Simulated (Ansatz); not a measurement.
## Be: one change and its effect

System: Be (Cmcm, 2 atoms in the cell).
Method of the first run: DFT PBEsol, scalar-relativistic, plane waves, PAW, no spin polarisation (Ansatz 0.2.0).

The structure derives from an entry of the Crystallography Open Database. Text and figures count atoms from 1; the logs count them from 0 in places.

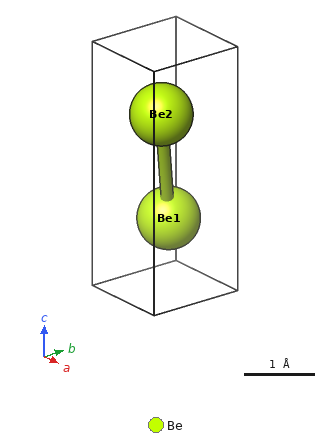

Figure 1. The structure as given in the input (ball-and-stick view of the cell of the calculation, seen slightly off an axis; atoms are numbered from 1 in the order of the input). An atom can appear more than once, as a periodic image. Near neighbours in the periodic cell (some may lie outside the picture): Be has 12 Be at 2.13 to 2.30 Å.

### The input, the first run
```yaml
crystal:
  lattice:
    - [2.2995019849, 0.0, 0.0]
    - [-1.1497509925, 1.7922844215, 0.0]
    - [0.0, 0.0, 3.6009]
  atoms:
    - { symbol: Be, position: [0.3333333333, 0.6666666667, 0.25] }
    - { symbol: Be, position: [0.6666666667, 0.3333333333, 0.75] }
basis:
  ecutwfc: 420
kpoints:
  mp_grid: { grid: [24, 24, 14] }
hamiltonian:
  xc: pbesol
scf:
  occupations: { method: gaussian, width: 0.15 }
output:
  forces: true
  stress: true
  eigenvalues: true
```

Command:
```bash
ansatz run input.yaml --threads 1 --pin off --max-ram 2560MiB --backend cpu --events-out ev --progress --plain --runs-dir out
```

Hardware: 1 thread of Arm Neoverse V1, 24 GiB of memory available, shared host.

### Output, shortened to warnings, some set-up lines, iterations and results (the first run)
```
Basis set: ecut = 420 eV, 287 PW (Γ), exchange–correlation on 32×30×50 points (8 copies of the dense FFT grid, shifted against one another)
Symmetry: 8 space group operations
k-points: 1256 of 8064
Initial density: superposition of atomic densities (neutral atoms: chi_scale 0, normalization atom), corrected by the library's trained network
[...]
SCF iter   1: F=—  HF=-180.570540 eV  |F-HF|=—  |Δ(HF+E_count)|=         —  Δρ=1.98e-3  dr2=3.86e-4  ethr=1.77e-3  ⟨swp⟩=5.4  Hψ=64093  notcnv=0
SCF iter   2: F=—  HF=-180.570446 eV  |F-HF|=—  |Δ(HF+E_count)|=   9.32e-5  Δρ=1.21e-3  dr2=1.45e-4  ethr=9.65e-6  ⟨swp⟩=1.3  Hψ=17949  notcnv=0
SCF iter   3: F=—  HF=-180.570376 eV  |F-HF|=—  |Δ(HF+E_count)|=   7.09e-5  Δρ=3.70e-5  dr2=1.08e-7  ethr=3.64e-6  ⟨swp⟩=1.0  Hψ=7535  notcnv=0
SCF iter   4: F=—  HF=-180.570384 eV  |F-HF|=—  |Δ(HF+E_count)|=   8.23e-6  Δρ=6.05e-6  dr2=4.18e-9  ethr=2.69e-9  ⟨swp⟩=2.1  Hψ=10036  notcnv=0
SCF iter   5: F=-180.570384 eV  HF=-180.570384 eV  |F-HF|=2.87e-12  |Δ(HF+E_count)|=   1.16e-9  Δρ=5.34e-7  dr2=2.43e-11  ethr=1.05e-10  ⟨swp⟩=1.0  Hψ=7560  notcnv=0
SCF iter   6: F=-180.570384 eV  HF=-180.570384 eV  |F-HF|=8.53e-14  |Δ(HF+E_count)|=  1.88e-12  Δρ=3.70e-8  dr2=1.11e-13  ethr=1.00e-12  ⟨swp⟩=1.0  Hψ=19011  notcnv=0
SCF 1 converged in 6 iterations: F = -180.570384 eV  dr2 = 1.11e-13
SCF converged after 6 iterations
Free energy (F): -180.570384 eV
Harris-Foulkes:  -180.570384 eV  (|F-HF|=8.53e-14)
Internal energy: -180.569043 eV  (E = F + TS)
E sigma→0 (E₀):  -180.569713 eV
Entropy (-TS):   -0.001341 eV (-0.670 meV/atom)
Fermi energy:    8.929429 eV
--- Per-component energies (eV) ---
  E_band       = 13.899100
  E_kinetic    = 44.027023
  E_local      = 6.070602  (includes V_loc(G=0)·N_el)
  E_nonlocal   = 9.110563
  E_hartree    = 0.084213
  E_xc         = -40.071341
  E_vxc        = -42.635480  (∫ρ·V_xc dr)
  E_paw        = -114.580479  (= ΣΔE_a)
  E_vpaw       = -2.842032  (= ΣTr[D̂ρ^β])
  E_aug_tail   = -0.000001  (compensation charges beyond the density's cutoff)
  E_ewald      = -85.228685
  E_core_change = 0.019063  (= ΣΔE_core)
  E_smearing   = -0.001341  (= −TS)
  E_closure    = -0.000000  (closes the sum)
  Σ components = -180.570384   (vs F -180.570384, Δ=0.00e0)
--- Forces (eV/Å), atoms counted from 1 ---
  atom   1  Be     0.00000000    -0.29793852     0.00000000
  atom   2  Be    -0.00000000     0.29793852     0.00000000
  max |Σ_I F_I| component: 0.00e0 eV/Å
--- Stress (GPa, compression-positive) ---
       -3.062581      -0.000000       0.000000
       -0.000000      32.322595      -0.000000
        0.000000      -0.000000      -5.125833
  P = ⅓ Tr σ = 8.0447 GPa (80.447 kbar)
```

The input of the second run differs as follows (lines with − go, lines with + come):
```diff
-    - [-1.1497509925, 1.7922844215, 0.0]
+    - [-1.1497509925, 2.0412128133, 0.0]
```

What does this change do to the results?

With the same functional and potentials, the second run lies 45.2 meV per atom lower. The pressure goes from 8.04 to −8.02 GPa. The largest force goes from 0.298 to 0.049 eV/Å. The volume per atom goes from 7.42 to 8.45 Å³. The number of SCF iterations is the same. The plane waves at Γ go from 287 to 313.

### Output, shortened to warnings, some set-up lines, iterations and results (the second run)
```
Basis set: ecut = 420 eV, 313 PW (Γ), exchange–correlation on 32×32×50 points (8 copies of the dense FFT grid, shifted against one another)
Symmetry: 8 space group operations
k-points: 1256 of 8064
Initial density: superposition of atomic densities (neutral atoms: chi_scale 0, normalization atom), corrected by the library's trained network
[...]
SCF iter   1: F=—  HF=-180.660775 eV  |F-HF|=—  |Δ(HF+E_count)|=         —  Δρ=1.03e-3  dr2=1.28e-4  ethr=1.77e-3  ⟨swp⟩=5.4  Hψ=64252  notcnv=0
SCF iter   2: F=—  HF=-180.660746 eV  |F-HF|=—  |Δ(HF+E_count)|=   2.90e-5  Δρ=6.28e-4  dr2=4.91e-5  ethr=3.21e-6  ⟨swp⟩=1.4  Hψ=18151  notcnv=0
SCF iter   3: F=—  HF=-180.660728 eV  |F-HF|=—  |Δ(HF+E_count)|=   1.82e-5  Δρ=2.24e-5  dr2=4.23e-8  ethr=1.23e-6  ⟨swp⟩=1.5  Hψ=8527  notcnv=0
SCF iter   4: F=-180.660728 eV  HF=-180.660728 eV  |F-HF|=8.67e-10  |Δ(HF+E_count)|=   2.53e-7  Δρ=3.12e-6  dr2=1.35e-9  ethr=1.06e-9  ⟨swp⟩=2.1  Hψ=9991  notcnv=0
SCF iter   5: F=-180.660728 eV  HF=-180.660728 eV  |F-HF|=5.40e-13  |Δ(HF+E_count)|=  8.34e-10  Δρ=1.56e-7  dr2=2.39e-12  ethr=3.36e-11  ⟨swp⟩=1.0  Hψ=7542  notcnv=0
SCF iter   6: F=-180.660728 eV  HF=-180.660728 eV  |F-HF|=0.00e0  |Δ(HF+E_count)|=  5.68e-14  Δρ=2.22e-8  dr2=4.18e-14  ethr=1.00e-12  ⟨swp⟩=1.0  Hψ=18879  notcnv=0
SCF 1 converged in 6 iterations: F = -180.660728 eV  dr2 = 4.18e-14
SCF converged after 6 iterations
Free energy (F): -180.660728 eV
Harris-Foulkes:  -180.660728 eV  (|F-HF|=0.00e0)
Internal energy: -180.658935 eV  (E = F + TS)
E sigma→0 (E₀):  -180.659831 eV
Entropy (-TS):   -0.001793 eV (-0.896 meV/atom)
Fermi energy:    7.461093 eV
--- Per-component energies (eV) ---
  E_band       = 10.543493
  E_kinetic    = 40.414116
  E_local      = 5.043593  (includes V_loc(G=0)·N_el)
  E_nonlocal   = 8.557845
  E_hartree    = 0.082370
  E_xc         = -38.792124
  E_vxc        = -41.017217  (∫ρ·V_xc dr)
  E_paw        = -114.350289  (= ΣΔE_a)
  E_vpaw       = -2.619583  (= ΣTr[D̂ρ^β])
  E_aug_tail   = -0.000001  (compensation charges beyond the density's cutoff)
  E_ewald      = -81.633507
  E_core_change = 0.019063  (= ΣΔE_core)
  E_smearing   = -0.001793  (= −TS)
  E_closure    = 0.000000  (closes the sum)
  Σ components = -180.660728   (vs F -180.660728, Δ=0.00e0)
--- Forces (eV/Å), atoms counted from 1 ---
  atom   1  Be    -0.00000000     0.04933021     0.00000000
  atom   2  Be     0.00000000    -0.04933021     0.00000000
  max |Σ_I F_I| component: 0.00e0 eV/Å
--- Stress (GPa, compression-positive) ---
       -6.627513       0.000000       0.000000
        0.000000     -12.278727       0.000000
        0.000000       0.000000      -5.144774
  P = ⅓ Tr σ = -8.0170 GPa (-80.170 kbar)
```

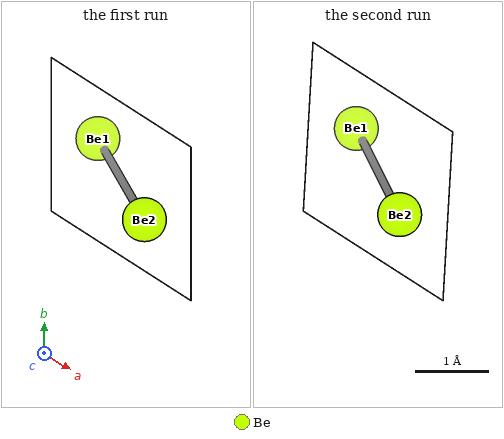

Figure 2. The two input geometries at one scale (ball-and-stick view of the cell of the calculation, along the c axis). No atom moves by more than 0.005 Å relative to the cell. The drawn cell changes as follows: a stays at 2.300 Å, b 2.129 → 2.343 Å (+10.0 %), c stays at 3.601 Å, γ 122.7° → 119.4°; the volume changes by +13.9 %. Among the contacts that change: Be1–Be1 2.129 → 2.343 Å, Be1–Be2 2.161 → 2.257 Å.

### The two runs side by side

| quantity | the first run | the second run |
| --- | --- | --- |
| outcome | converged | converged |
| free energy per atom (eV) | −90.2852 | −90.3304 |
| energy per atom, smearing taken to zero (eV) | −90.2849 | −90.3299 |
| gap on the mesh (eV) | 0.00 | 0.00 |
| pressure (GPa) | 8.04 | −8.02 |
| volume per atom (Å³) | 7.42 | 8.45 |
| largest force (eV/Å) | 0.298 | 0.049 |
| SCF iterations | 6 | 6 |
| irreducible k-points | 1256 | 1256 |
| plane waves at Γ | 287 | 313 |
| wall time (shared host) | 8.4 s | 8.7 s |
